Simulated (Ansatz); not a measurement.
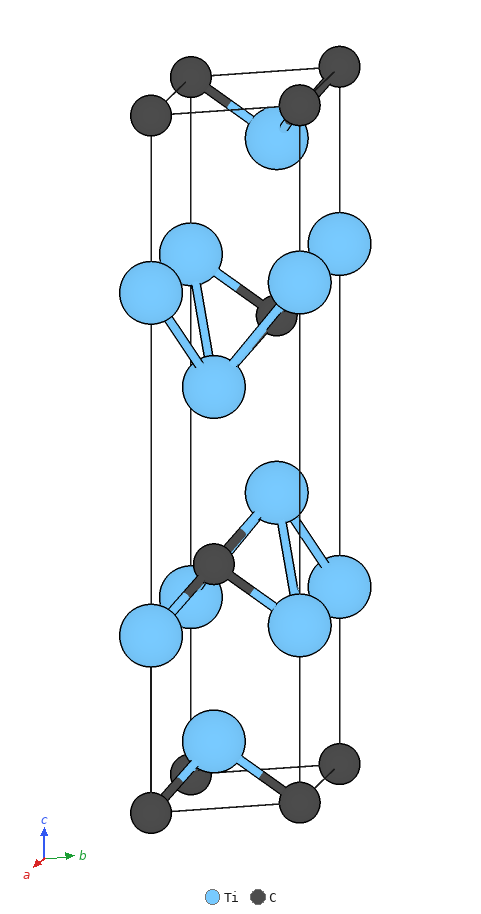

We look at a ball-and-stick model of the crystal slightly off an axis. Atoms at the boundary of the conventional unit cell (the box) are drawn once for each face, edge or corner they touch. Cell: a = 3.05 Å, b = 3.05 Å, c = 14.32 Å, α = 90.00°, β = 90.00°, γ = 120.00°.

It derives from a structure listed in the Materials Project. Earlier steps of the study may have refined or changed the cell and positions. It went into a calculation with Ansatz.

Question: Give a description of the structure.

Answer: Formula: Ti2C. The space group is R-3m (No. 166); the lattice is rhombohedral (trigonal R). Cell content 6 Ti, 3 C; Z = 3. The Ti atoms are each bonded to three Ti and three C (about 2.9 Å to Ti, 2.1 Å to C). C is coordinated by six Ti in an octahedral arrangement at about 2.1 Å. Not all metal-metal contacts are counted. The bonds build Ti2C layers parallel to (001).

Results below were computed with Ansatz, DFT PBEsol, scalar-relativistic, plane waves, PAW; the settings were a kinetic-energy cutoff of 420 eV, k-points about 0.13 Å⁻¹ apart, Gaussian smearing of 0.1 eV, no spin polarisation.

Question: What is the band gap, if any?

Answer: A metal: bands cross the Fermi level.

Question: What net charge does each kind of atom have (Bader)?

Answer: Ti +1.02 e; C -2.04 e.

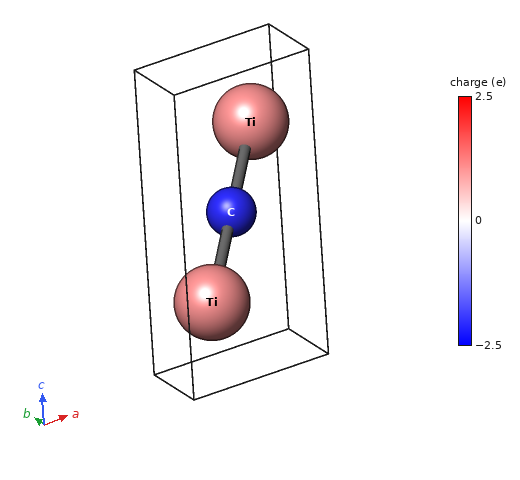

The atoms coloured by those charges. The run's cell of 3 atoms is drawn in a reduced setting, so axes and origin can differ from the first picture.

Question: Is this an equilibrium geometry for the method given?

Answer: Yes. All forces vanish to within 0.01 eV/Å. The pressure is 0.0 GPa, close to zero.
